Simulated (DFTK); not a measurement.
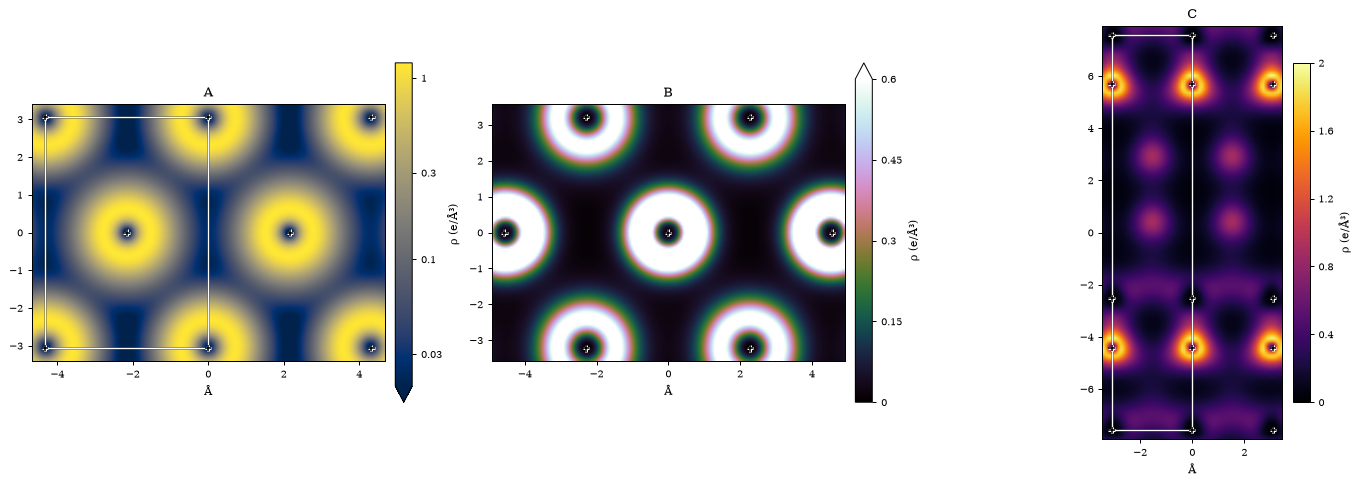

The valence pseudo-density of 3 systems, each on a plane through atoms (crosses mark nuclei in the plane).

Computed with Kohn-Sham DFT of a periodic cell, PBE, dojo.nc.sr.PBE.v0_4_1.standard.upf (DFTK 0.8.2).

System 1: CsI, the (011) plane of the conventional cell. Space group Pm-3m.

System 2: CsBr, the (11̄0) plane of the conventional cell. Space group Pm-3m; a structure from a database of computed crystals, not necessarily the ambient phase.

System 3: SiC, the (100) plane of the conventional cell. Space group P6₃mc.

```
Si C
1.0
     3.09500    0.00000    0.00000
    -1.54750    2.68035    0.00000
     0.00000    0.00000   15.17000
Si C
6 6
Direct
  0.66667 0.33333 0.45830
  0.33333 0.66667 0.95830
  0.66667 0.33333 0.79170
  0.33333 0.66667 0.29170
  0.00000 0.00000 0.62500
  0.00000 0.00000 0.12500
  0.66667 0.33333 0.33330
  0.33333 0.66667 0.83330
  0.66667 0.33333 0.66670
  0.33333 0.66667 0.16670
  0.00000 0.00000 0.50000
  0.00000 0.00000 0.00000
```

Question: Which map belongs to which system?

Answer: Panel A is system 2, CsBr: the plane holds Cs and Br. Cs–Br (3.75 Å): the density is about 0.06 e/Å³ at the midpoint. Panel B is system 1, CsI: the plane holds Cs and I. Cs–I (3.95 Å): ρ at the midpoint is about 0.06 e/Å³. Panel C is system 3, SiC: the plane holds Si and C. Si–C (1.90 Å): ρ is about 0.85 e/Å³ halfway.
